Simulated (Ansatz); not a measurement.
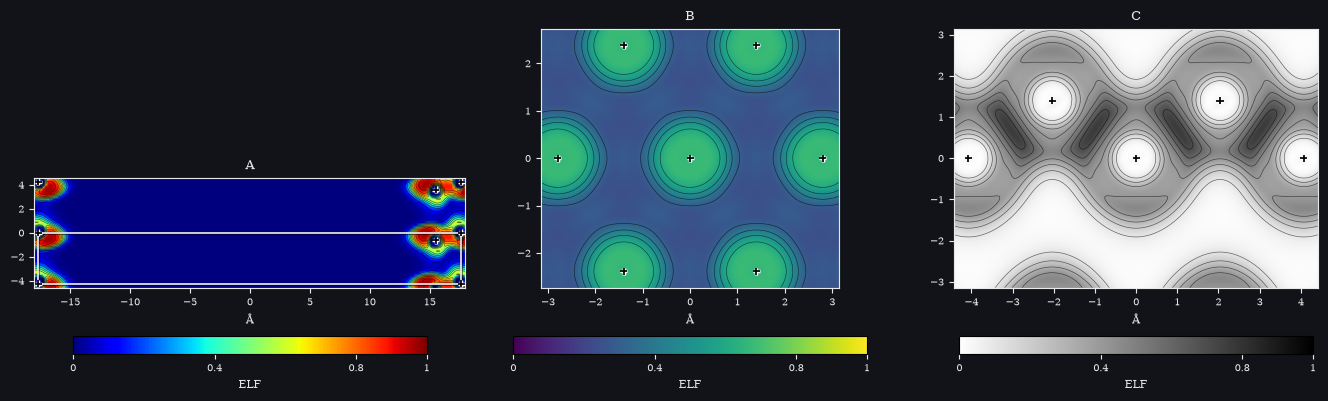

The electron localisation function of 3 systems, each on a plane through atoms (crosses mark nuclei in the plane).

Computed with DFT PBEsol, scalar-relativistic, plane waves, PAW (Ansatz 0.2.0).

System 1: Ge, the (100) plane of the conventional cell. Space group I4₁/amd; changed on purpose from its base cell (strain +0.015 along x and y, -0.015 along z, atoms carried along).

```xyz
4
Lattice="2.8804 -2.8804 0.0000 2.8804 2.8804 0.0000 0.0000 0.0000 5.5906" Properties=species:S:1:pos:R:3 pbc="T T T"
Ge    2.8804    0.0000    0.0000
Ge    0.0000    0.0000    2.7953
Ge    1.4402   -1.4402    1.3977
Ge    1.4402    1.4402    4.1930
```

System 2: P, the (100) plane of the conventional cell. Space group Pmna; a structure from a database of computed crystals, not necessarily the ambient phase; changed on purpose from its base cell (uniaxial strain along c, a, b and atoms relaxed: -4.5 %).

```xyz
4
Lattice="3.3230 0.0000 0.0000 0.0000 35.2695 0.0000 0.0000 0.0000 4.2372" Properties=species:S:1:pos:R:3 pbc="T T T"
P     0.0000   34.2019    2.4395
P     0.0000    1.0676    1.7977
P     1.6615    1.0676    0.3209
P     1.6615   34.2019    3.9164
```

System 3: Pt, the (011̄) plane of the conventional cell. Space group I4/mmm; changed on purpose from its base cell (biaxial strain in the a-b plane, c and atoms relaxed: +1.0 %).

### Match each panel to its system.

Panel A is system 2, P: the plane holds P. P–P (2.23 Å): the ELF peaks at about 0.90 between the atoms: localised, covalent bonding. Panel B is system 3, Pt: the plane holds Pt. Pt–Pt (2.76 Å): the ELF is about 0.30 at the midpoint: no shared electron pair shows on this line. Panel C is system 1, Ge: the plane holds Ge. Ge–Ge (2.47 Å): the ELF peaks at about 0.75 between the atoms.
